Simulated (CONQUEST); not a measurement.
Band-structure run, with input and output: Sb (charge +1)

Sb (Pm-3m, 1 atom in the cell, total charge +1), computed with Kohn-Sham DFT of a periodic cell, PBEsol, PseudoDojo NC PBEsol, no spin polarisation (CONQUEST 1.3).

The structure derives from an entry of the Crystallography Open Database.

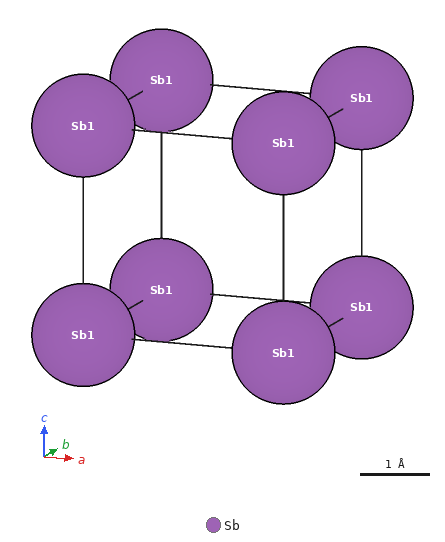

The structure (spheres-only view of the cell of the calculation, seen slightly off an axis; atoms are numbered from 1 in the order of the input).

Input:
```
IO.Title Sb
IO.Coordinates coords.dat
IO.FractionalAtomicCoords T
IO.Iprint 2
IO.Iprint_init 1
General.NumberOfSpecies 1
General.PseudopotentialType hamann
General.NetCharge -1
AtomMove.TypeOfRun static
AtomMove.FullStress T
Grid.GridCutoff 120
DM.SolutionMethod diagon
Diag.MPMesh F
Diag.kT 0.00183747
minE.SCTolerance 1e-6
SC.MaxIters 100
SC.MaxPulay 12
minE.SelfConsistent F
General.LoadRho T
Diag.KspaceLines T
Diag.NumKptLines 6
Diag.NumKpts 8
IO.writeDOS T
%block ChemicalSpeciesLabel
1 121.750 Sb
%endblock
%block Diag.KpointLines
0.000000 0.000000 0.000000
0.000000 0.500000 0.000000
0.000000 0.500000 0.000000
0.500000 0.500000 0.000000
0.500000 0.500000 0.000000
0.000000 0.000000 0.000000
0.000000 0.000000 0.000000
0.500000 0.500000 0.500000
0.500000 0.500000 0.500000
0.000000 0.500000 0.000000
0.500000 0.500000 0.000000
0.500000 0.500000 0.500000
%endblock
```

Machine: 1 thread of Intel Xeon (Sapphire Rapids), 16 GiB of memory available, shared host.

Launch command:
```bash
Conquest (self-consistent run, then this one in the same folder)
```

The program's output:
```
Simulation cell dimensions:     5.9715 a0 x     5.9715 a0 x     5.9715 a0

      Atomic coordinates (a0)
         Atom         X         Y         Z  Species
            1    0.0000    0.0000    0.0000        1
    Using
        This calculation includes non-local pseudopotentials,
         with a maximum core radius of      7.43500937

    Job title: Sb
    Job to be run: static calculation

    Ground state search:
      Support functions represented with PAO basis
      1:1 PAO to SF mapping
      Non-spin-polarised electrons
      Solving for the K matrix using diagonalisation
      Using Fermi-Dirac smearing

    Integration grid size:     32 x   32 x   32

    Integration grid spacing:  0.187 a0 x 0.187 a0 x 0.187 a0

    Number of species:  1
    --------------------------------------------------------
    |   #  mass (au)  Charge (e)  SF Rad (a0)  NSF  Label  |
    --------------------------------------------------------
    |   1    121.750      15.000        7.651   14  Sb     |
    --------------------------------------------------------

    LibXC version:  6. 2. 2
    Using the GGA functional Perdew, Burke & Ernzerhof SOL
    Using the GGA functional Perdew, Burke & Ernzerhof SOL

           radial cut-off to be used is taken to be max PAO cut-off radius for this species:    7.435009

           greatest ang. mom. for making density from PAOs:  2
    Minimum blocs/proc is      512. Maximum blocs/proc is      512
    set_atom_dens: In set_atomic_density, electrons :      14.000000000000
 matrix_size & matrix_size_padH =           14          14

    Screened ion int: energy:     -68.354544824653 Ha

          Harris-Foulkes Energy            :       -90.528759114735038 Ha
          GroundState Energy (E-(1/2)TS)   :       -90.529051611018161 Ha
          Free Energy (E-TS)               :       -90.529344107301284 Ha
          DFT Total Energy                 :       -90.450314250340327 Ha
          Total number of electrons        :        14.000013438808855
      | Number of electrons      =        14.000013
      |* band energy as 2Tr[K.H] =       -11.909870074901992 Ha
      |  screened ion-ion energy =       -68.354544824653374 Ha
      |  Ha correction           =        -1.441880944647079 Ha
      |  XC correction           =        -8.822463270532603 Ha
      | GS Energy as E-(1/2)TS   =       -90.529051611018161 Ha
      | Free Energy as E-TS      =       -90.529344107301284 Ha
      |* Harris-Foulkes energy   =       -90.528759114735038 Ha
      |* DFT total energy        =       -90.450314250340327 Ha
      |  estimated accuracy      =        -0.078444864394712 Ha
    get_E_and_F: Change in energy during last step of electronic optimisation:  0.00000E+00

    BIBLIOGRAPHY: Please consider citing the following references in the conquest.bib file

    CONQUEST:         Bowler2002pt, Miyazaki2004, Nakata2020
    Basis:            Bowler2019
    DM:               Bowler:2006xr
    Pseudopotentials: Hamann2013, Bowler2019
    XC references from LibXC:
```

File coords.dat:
```
    5.9715345538     0.0000000000     0.0000000000
    0.0000000000     5.9715345538     0.0000000000
    0.0000000000     0.0000000000     5.9715345538
1
  0.0000000000   0.0000000000   0.0000000000 1 T T T
```

Results in brief:

| quantity | value |
| --- | --- |
| outcome | converged |
| space group (tolerance 0.01 Å) | Pm-3m (221) |
| electrons treated | 14 |
| Fermi energy of the self-consistent step | −5.324 eV |
| gap on the band path | 0.00 eV |
| wall time | 2.7 s |
| peak memory | 0.11 GiB |

Notes:

Settings chosen away from the usual ones: SC.MaxPulay set to 12. The settings depart from the standard set-up of this series, which can bear on the numbers. Points of doubt noted for this run: small atomic basis.
